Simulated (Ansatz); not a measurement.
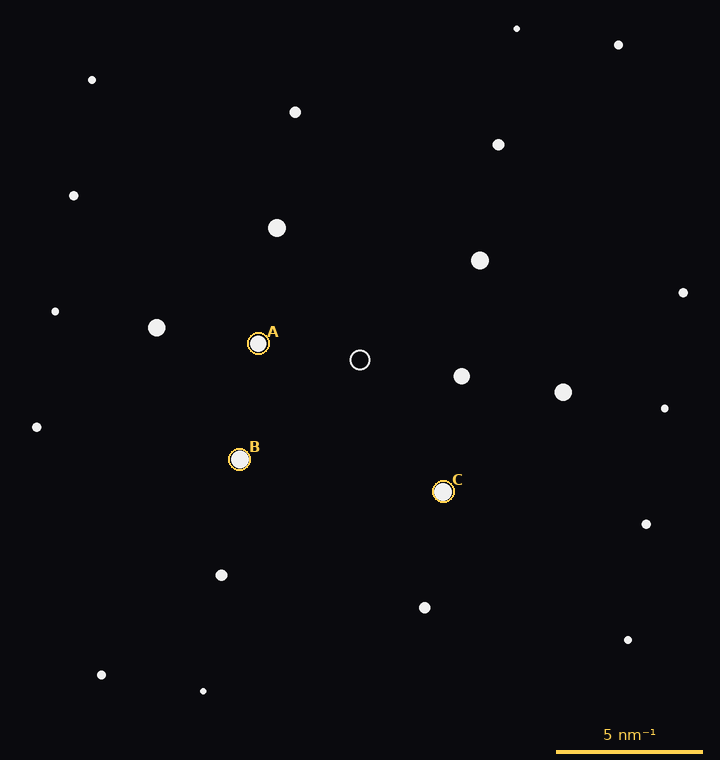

Computed electron diffraction pattern, 120 kV, single scattering only, B = 0.5 Å². The zone axis points towards the electron source and the pattern is seen from the source side.

Crystal: B, space group P6/mmm (No. 191), a = 2.86 Å, c = 2.83 Å (hexagonal axes). Structure: the geometry relaxed with DFT PBE, scalar-relativistic, plane waves, PAW in Ansatz 0.2.0; the starting structure was generated, so it need not be a known form of this composition.

```cif
data_structure
_symmetry_space_group_name_H-M 'P6/mmm'
_symmetry_Int_Tables_number 191
_cell_length_a 2.8628
_cell_length_b 2.8628
_cell_length_c 2.8257
_cell_angle_alpha 90.000
_cell_angle_beta 90.000
_cell_angle_gamma 120.000
_cell_volume 20.06
loop_
_atom_site_label
_atom_site_type_symbol
_atom_site_symmetry_multiplicity
_atom_site_Wyckoff_symbol
_atom_site_fract_x
_atom_site_fract_y
_atom_site_fract_z
_atom_site_occupancy
B1 B 2 d 0.33333 0.66667 0.50000 1
B2 B 1 a 0.00000 0.00000 0.00000 1
```

Spot A is indexed 0 0 -1 and spot B 0 1 -1.

**Give hkl for C.**

C = −2A + B = 0 1 1 (d = 1.864 Å).

**Find the zone axis.**

The cross product of A and B is parallel to [100]; every spot obeys hu + kv + lw = 0.

**What are the spacings of A and B and the angle between them?**

d(A) = 2.826 Å, d(B) = 1.864 Å, and the angle is 48.7°.
